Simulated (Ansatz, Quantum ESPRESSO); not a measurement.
# Charging silicene, 1 layer, part 4 of 5

Aim: potential against charge for silicene, 1 layer facing a metal electrode, and the capacitance that follows.

Quantum ESPRESSO 7.5; plane-wave DFT, PBE, GBRV ultrasoft pseudopotentials; geometry by Ansatz 0.2.0 with PAW datasets.

So far. Step 8 (Self-consistent run: charge 0.0778 e): The electrode's potential over the Fermi level goes from 6.859 to 8.970 eV, the far face's from 4.893 to 4.994 eV. Step 8 (Self-consistent run: charge 0.0778 e): Gauss's law asks for a slope of 180.95 q/A = 1.085 eV/Å in the gap; the run gives 1.085.

### Step 10. Self-consistent run: between two electrodes with a field of -0.004 Ry/bohr

bc2 puts electrodes at both ends of the cell; esm_efield times the cell length sets the bias between them, and the slab stays neutral.

bc2.in reads:

```
&control
  prefix = 'bc2'
  outdir = './out'
  pseudo_dir = './pseudo'
  calculation = 'scf'
  tprnfor = .true.
/
&system
  ibrav = 0
  nat = 2
  ntyp = 1
  ecutwfc = 40
  ecutrho = 200
  occupations = 'smearing'
  smearing = 'fd'
  degauss = 0.004
  assume_isolated = 'esm'
  esm_bc = 'bc2'
  esm_efield = -0.004
/
&electrons
  conv_thr = 1e-07
  mixing_beta = 0.4
  electron_maxstep = 120
  mixing_mode = 'local-TF'
/
ATOMIC_SPECIES
  Si  28.0850  si_pbe_v1.uspp.F.UPF
CELL_PARAMETERS angstrom
  3.86999999997357 0.00000000000000 0.00000000000000
  -1.93499999998679 3.35151831262289 0.00000000000000
  0.00000000000000 0.00000000000000 16.45000000000000
ATOMIC_POSITIONS crystal
  Si  0.666666666667 0.333333333333 -0.013677811600
  Si  0.333333333333 0.666666666667 0.013677811600
K_POINTS automatic
  54 54 1 0 0 0
```

Run with:

```console
OMP_NUM_THREADS=1 mpirun -n 4 pw.x -nk 4 -in bc2.in > bc2.out
```

What it wrote:

```text
[banner, memory and clock lines left out]
Program PWSCF v.7.5 starts
[citation notice left out]

[...]
Message from routine setup:
[...]
bravais-lattice index     =            0
     lattice parameter (alat)  =       7.3132  a.u.
     unit-cell volume          =    1439.8428 (a.u.)^3
     number of atoms/cell      =            2
     number of atomic types    =            1
     number of electrons       =         8.00
     number of Kohn-Sham states=            8
     kinetic-energy cutoff     =      40.0000  Ry
     charge density cutoff     =     200.0000  Ry
     scf convergence threshold =      1.0E-07
     mixing beta               =       0.4000
     number of iterations used =            8  local-TF  mixing
     Exchange-correlation= SLA  PW   PBE  PBE
                           (   1   4   3   4   0   0   0)

     Effective Screening Medium Method
     Boundary Conditions: Metal-Slab-Metal
     total charge in unit cell        =   0.0000
     field strength                   =  -0.0040 Ry/a.u.
     grid points for fit at edges     =        4

[...]
PseudoPot. # 1 for Si read from file:
     ./pseudo/si_pbe_v1.uspp.F.UPF
     Pseudo is Ultrasoft + core correction, Zval =  4.0
     Generated by new atomic code, or converted to UPF format
     Using radial grid of  899 points,  6 beta functions with:
                l(1) =   0
                l(2) =   0
                l(3) =   1
                l(4) =   1
                l(5) =   2
                l(6) =   2
     Q(r) pseudized with  8 coefficients,  rinner =    0.900   0.900   0.900
                                                       0.900   0.900

     atomic species   valence    mass     pseudopotential
     Si                4.00    28.08500     Si( 1.00)

      6 Sym. Ops. (no inversion) found

[...]
number of k points=   271  Fermi-Dirac smearing, width (Ry)=  0.0040

     Number of k-points >= 100: set verbosity='high' to print them.

     Dense  grid:    68959 G-vectors     FFT dimensions: (  36,  36, 144)

     Smooth grid:    49151 G-vectors     FFT dimensions: (  30,  30, 125)

     Initial potential from superposition of free atoms

     starting charge       7.9987, renormalised to       8.0000

     negative rho (up, down):  5.767E-04 0.000E+00
     Starting wfcs are    8 randomized atomic wfcs

     per-process dynamical memory:    93.8 Mb

     Self-consistent Calculation

     iteration #  1     ecut=    40.00 Ry     beta= 0.40
     Davidson diagonalization with overlap
     ethr =  1.00E-02,  avg # of iterations =  6.3

     Threshold (ethr) on eigenvalues was too large:
     Diagonalizing with lowered threshold

     Davidson diagonalization with overlap
     ethr =  4.08E-04,  avg # of iterations =  8.3

     negative rho (up, down):  1.401E-04 0.000E+00

     total energy              =     -19.10976936 Ry
     estimated scf accuracy    <       0.05887897 Ry

     iteration #  2     ecut=    40.00 Ry     beta= 0.40
[...]
negative rho (up, down):  4.965E-07 0.000E+00

[...]
total energy              =     -19.09756685 Ry
     estimated scf accuracy    <       0.03557972 Ry

     iteration #  3     ecut=    40.00 Ry     beta= 0.40
[...]
total energy              =     -19.09846949 Ry
     estimated scf accuracy    <       0.00458534 Ry

     iteration #  4     ecut=    40.00 Ry     beta= 0.40
[...]
c_bands:  1 eigenvalues not converged
     c_bands:  1 eigenvalues not converged
     c_bands:  1 eigenvalues not converged
     c_bands:  1 eigenvalues not converged
     c_bands:  1 eigenvalues not converged
     c_bands:  2 eigenvalues not converged
     c_bands:  1 eigenvalues not converged
     c_bands:  1 eigenvalues not converged
     c_bands:  1 eigenvalues not converged
     c_bands:  1 eigenvalues not converged
     c_bands:  1 eigenvalues not converged
     c_bands:  2 eigenvalues not converged
     c_bands:  2 eigenvalues not converged
     c_bands:  2 eigenvalues not converged
     c_bands:  1 eigenvalues not converged
[...]
total energy              =     -19.09894535 Ry
     estimated scf accuracy    <       0.00203563 Ry

     iteration #  5     ecut=    40.00 Ry     beta= 0.40
[...]
c_bands:  2 eigenvalues not converged
     c_bands:  2 eigenvalues not converged
     c_bands:  2 eigenvalues not converged
     c_bands:  1 eigenvalues not converged
[...]
total energy              =     -19.09994366 Ry
     estimated scf accuracy    <       0.00093599 Ry

     iteration #  6     ecut=    40.00 Ry     beta= 0.40
[...]
c_bands:  1 eigenvalues not converged
     c_bands:  1 eigenvalues not converged
     c_bands:  1 eigenvalues not converged
     c_bands:  1 eigenvalues not converged
     c_bands:  1 eigenvalues not converged
     c_bands:  1 eigenvalues not converged
     c_bands:  1 eigenvalues not converged
     c_bands:  1 eigenvalues not converged
[...]
negative rho (up, down):  7.866E-04 0.000E+00

[...]
total energy              =     -19.09971583 Ry
     estimated scf accuracy    <       0.00088111 Ry

[...]
iteration # 11     ecut=    40.00 Ry     beta= 0.40
[...]
c_bands:  1 eigenvalues not converged
     c_bands:  1 eigenvalues not converged
     c_bands:  1 eigenvalues not converged
     c_bands:  1 eigenvalues not converged
     c_bands:  1 eigenvalues not converged
     c_bands:  1 eigenvalues not converged
     c_bands:  1 eigenvalues not converged
     c_bands:  1 eigenvalues not converged
     c_bands:  1 eigenvalues not converged
     c_bands:  1 eigenvalues not converged
     c_bands:  1 eigenvalues not converged
     c_bands:  1 eigenvalues not converged
     c_bands:  1 eigenvalues not converged
     c_bands:  1 eigenvalues not converged
     c_bands:  1 eigenvalues not converged
     c_bands:  2 eigenvalues not converged
     c_bands:  1 eigenvalues not converged
[...]
negative rho (up, down):  7.655E-04 0.000E+00

[...]
total energy              =     -19.09956325 Ry
     estimated scf accuracy    <       0.00000077 Ry

     iteration # 12     ecut=    40.00 Ry     beta= 0.40
[...]
c_bands:  1 eigenvalues not converged
     c_bands:  1 eigenvalues not converged
[...]
negative rho (up, down):  7.656E-04 0.000E+00

[...]
total energy              =     -19.09956248 Ry
     estimated scf accuracy    <       0.00000075 Ry

     iteration # 13     ecut=    40.00 Ry     beta= 0.40
[...]
negative rho (up, down):  7.641E-04 0.000E+00

[...]
total energy              =     -19.09955715 Ry
     estimated scf accuracy    <       0.00000040 Ry

     iteration # 14     ecut=    40.00 Ry     beta= 0.40
[...]
negative rho (up, down):  7.646E-04 0.000E+00

[...]
End of self-consistent calculation

     Number of k-points >= 100: set verbosity='high' to print the bands.

     the Fermi energy is    -5.4510 ev

!    total energy              =     -19.09955935 Ry
     estimated scf accuracy    <       0.00000007 Ry
     smearing contrib. (-TS)   =      -0.00004451 Ry
     internal energy E=F+TS    =     -19.09951484 Ry

     The total energy is F=E-TS. E is the sum of the following terms:
     one-electron contribution =    -240.79428509 Ry
     hartree contribution      =     120.56798215 Ry
     xc contribution           =      -8.45669098 Ry
     ewald contribution        =     109.58347907 Ry

     convergence has been achieved in  14 iterations

     negative rho (up, down):  7.646E-04 0.000E+00

     Forces acting on atoms (cartesian axes, Ry/au):

     atom    1 type  1   force =     0.00000000    0.00000000    0.00006046
     atom    2 type  1   force =     0.00000000    0.00000000   -0.00002537

     Total force =     0.000066     Total SCF correction =     0.000099
     SCF correction compared to forces is large: reduce conv_thr to get better values

[...]
```

Elapsed: 1.7 min, on 4 MPI ranks of Arm Neoverse V2, shared host; peak memory 0.54 GiB; 6.9 min of CPU time.

This step gave:

```
Fermi energy                                                   : -5.451 eV
slope of the potential below                                   : 0.1285 eV/Å
vacuum line at the lower end of the cell, over the Fermi level : 3.759 eV
slope of the potential above                                   : 0.1285 eV/Å
vacuum line at the upper end of the cell, over the Fermi level : 5.451 eV
```

Electrostatic potential energy of an electron; zero at the Fermi level. The potential energy, planar mean by z:

```csv
z (Å),"potential energy, planar mean (eV)"
-8,3.79
-7,3.92
-6,4.04
-5,4.17
-4,4.30
-3,4.41
-2,4.19
-1,-0.281
0,-14.6
1,-0.271
2,4.31
3,4.76
4,4.91
5,5.04
6,5.17
7,5.29
8,5.42
```

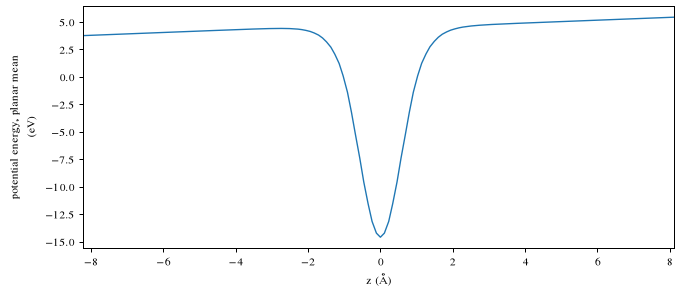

Potential energy, planar mean, plotted against z.

The set field of -0.103 V/Å over 16.4 Å is a bias of 1.69 V; the two ends of the cell differ by 1.69 eV. The slope in the vacuum is 0.129 eV/Å in size, more than the set field, because the slab carries little of the drop.

(Part 4 of 5 ends here.)

[Logs are printed without paths, hosts, clocks, repeated set-up lines and the standing remarks that a program may print on its own settings, such as how far it seeks lower states.]

[Hosts, paths, dates, database ids (printed as entryN), source tags and the programs' standing remarks are cut or masked in the printed files.]

[Maps of the electrostatic potential energy from Ansatz leave out the sawtooth potential of an applied field or a dipole correction, so their vacuum need not be flat; planar profiles and work functions include it.]
